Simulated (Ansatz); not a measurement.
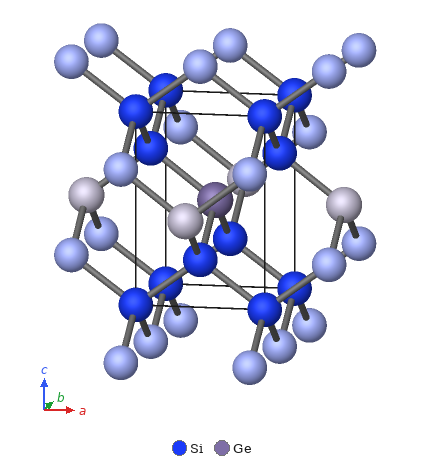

Shown here is a ball-and-stick view of the crystal, taken slightly off an axis. One conventional unit cell is outlined, and atoms on its boundary appear in each equivalent place. The first bonded neighbours in the surrounding cells are also shown, in fainter colours.

Si₃Ge, space group P-4m2 (No. 115), a = 3.888 Å, b = 3.888 Å, c = 5.761 Å, α = 90.00°, β = 90.00°, γ = 90.00°. It goes back to a structure type filled with these elements by a generator (whether the compound takes this form wasn't checked). The cell was then strained or its atoms displaced on purpose. Ansatz was used for an electronic-structure calculation on it.

This one geometry was computed with Ansatz (DFT, plane waves, PAW) at three levels of theory: r2SCAN, PBE and HSE06. It was relaxed with r2SCAN and then strained.

Which level gives the highest pressure at this volume, and what does that say about its equilibrium volume?

Answer. Highest: PBE (-2.2 GPa), which points to the largest equilibrium volume. Lowest, with the smallest volume: r2SCAN (-4.1 GPa) and HSE06 (-4.0 GPa). Levels within 0.5 GPa of each other can't be told apart.

How does the band gap change with the level of theory?

Answer. PBE: a gap of 0.23 eV, indirect; r2SCAN: a gap of 0.39 eV, indirect; HSE06: a gap of 0.78 eV, indirect.

Collect the results in a table.

Answer.
| level | cutoff (eV) | k-mesh of the run's cell | gap (eV) | pressure (GPa) |
| --- | --- | --- | --- | --- |
| r2SCAN | 500 | 6×6×6 | 0.39 | -4.1 |
| PBE | 420 | 6×6×6 | 0.23 | -2.2 |
| HSE06 | 420 | 4×4×4 | 0.78 | -4.0 |

Gaps are taken on the k-mesh or band path of each run.
